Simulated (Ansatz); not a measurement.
The calculation's input:

```
crystal:
  lattice:
    - [1.7834, -1.7834, 0.0]
    - [1.7834, 0.0, -1.7834]
    - [7.1336, 7.1336, 7.1336]
  atoms:
    - { symbol: C, position: [0.6666666667, 0.6666666667, 0.4166666667] }
    - { symbol: C, position: [0.0, 0.0, 0.25] }
    - { symbol: C, position: [0.3333333333, 0.3333333333, 0.5833333333] }
    - { symbol: C, position: [0.6666666667, 0.6666666667, 0.9166666667] }
    - { symbol: C, position: [1.0, 1.0, 0.75] }
    - { symbol: C, position: [0.3333333333, 0.3333333333, 0.0833333333] }
    - { symbol: C, position: [0.6666666667, 0.6666666667, 0.5416666667] }
    - { symbol: C, position: [1.0, 1.0, 0.375] }
    - { symbol: C, position: [0.3333333333, 0.3333333333, 0.7083333333] }
    - { symbol: C, position: [0.6666666667, 0.6666666667, 0.0416666667] }
    - { symbol: C, position: [0.0, 0.0, 0.875] }
    - { symbol: C, position: [0.3333333333, 0.3333333333, 0.2083333333] }
basis:
  ecutwfc: 500
kpoints:
  mp_grid: { grid: [10, 10, 2] }
hamiltonian:
  xc: r2scan
scf:
  occupations: { method: gaussian, width: 0.05 }
output:
  forces: true
  stress: true
  eigenvalues: true
  write_density: true
  write_potential: true
  elf: true
  volumetric_format: npy
```

Run with:

```sh
ansatz run input.yaml --threads 2 --pin off --max-ram 5120MiB --backend cpu --events-out ev --progress --plain --runs-dir out
```

Space group Fd-3m; computed pressure about −2 GPa in this cell.

Method: DFT r2SCAN, scalar-relativistic, plane waves, PAW (Ansatz).

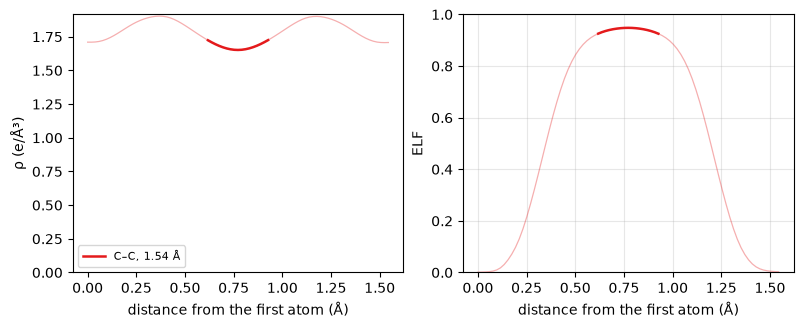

C. Valence charge density (pseudo) and ELF along straight lines between neighbouring atoms. Thin, pale parts lie inside the atomic spheres.

The density is the valence pseudo-density of a PAW calculation; it isn't the true density close to the nuclei.

### What kind of bonding do the profiles show?

C–C (1.54 Å): ρ is about 1.7 e/Å³ halfway; the ELF peaks at about 0.95 between the atoms, as expected for localised, covalent bonding.
